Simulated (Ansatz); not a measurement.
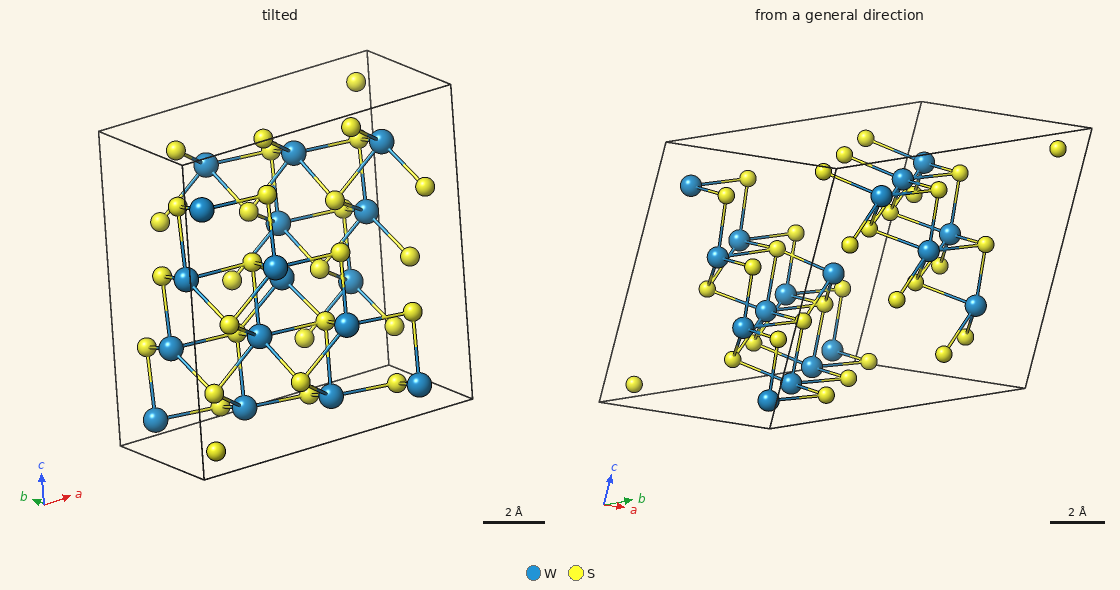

A ball-and-stick rendering, viewed slightly off an axis and from a general direction. Atoms at the boundary of the supercell (the box) are drawn once for each face, edge or corner they touch. The host is WS₂, in a cell of 48 sites, and the cell carries a charge of +1.

Q: Spot the defect.

A: An interstitial tungsten atom. It is bonded to three S in a trigonal pyramidal arrangement at about 2.4 Å. Not all metal-metal contacts are counted.

Method used: Ansatz, DFT PBE, scalar-relativistic, plane waves, PAW. It ran with plane-wave cutoff 420 eV, k-points on a 2×2×2 grid, Gaussian smearing of 0.01 eV, collinear spins.

Q: Is the defect magnetic?

A: Yes, 1.0 μB in the cell.

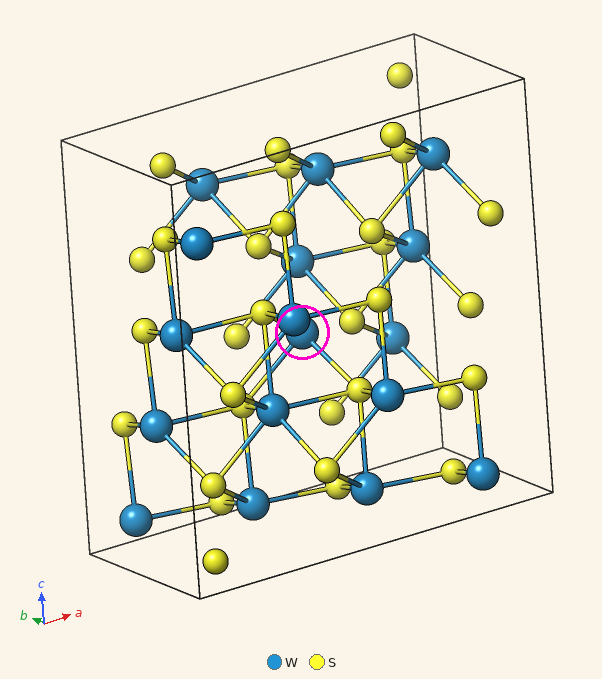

The same cell with a ring at the defect's site.

The atoms were relaxed in the host's cell with DFT PBE, scalar-relativistic, plane waves, PAW in Ansatz.
